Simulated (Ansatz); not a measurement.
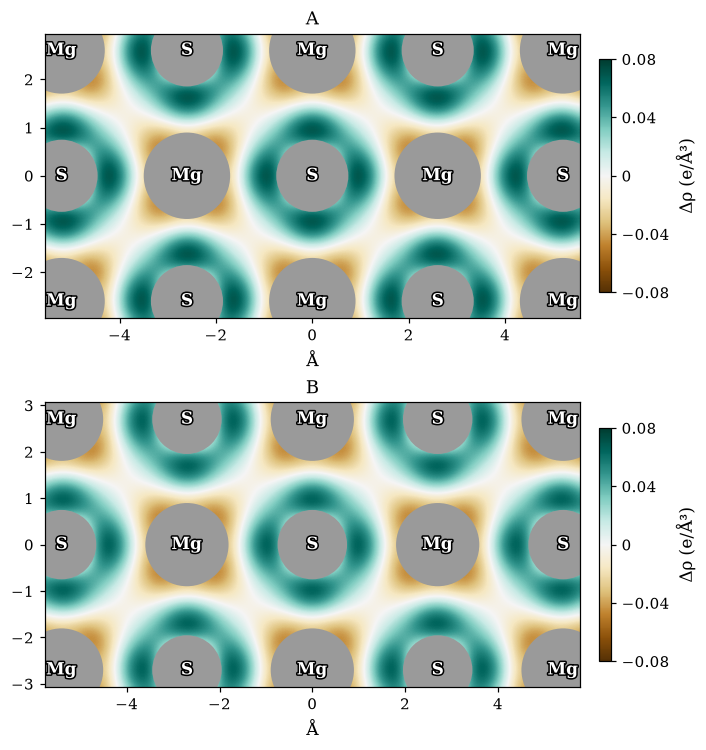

MgS: deformation density on the (010) plane of the conventional cell at two volumes, with the same fractional coordinates and one colour scale. Grey discs cover the cores.

Space group Fm-3m.

Method: Ansatz, DFT PBEsol, scalar-relativistic, plane waves, PAW.

Q: How do the two volumes compare, and how does the bonding charge respond?

A: B is the larger cell: B has 112 % of the volume of A. From A to B, Mg–S goes from 2.60 to 2.70 Å, and Δρ at its midpoint from +0.04 to +0.03 e/Å³. The pressure is −0.9 GPa in A and −7.6 GPa in B. Bader charges stay at Mg +1.67 and S −1.67 e. The rearranged charge is 0.20 e an atom in A and 0.21 e in B.
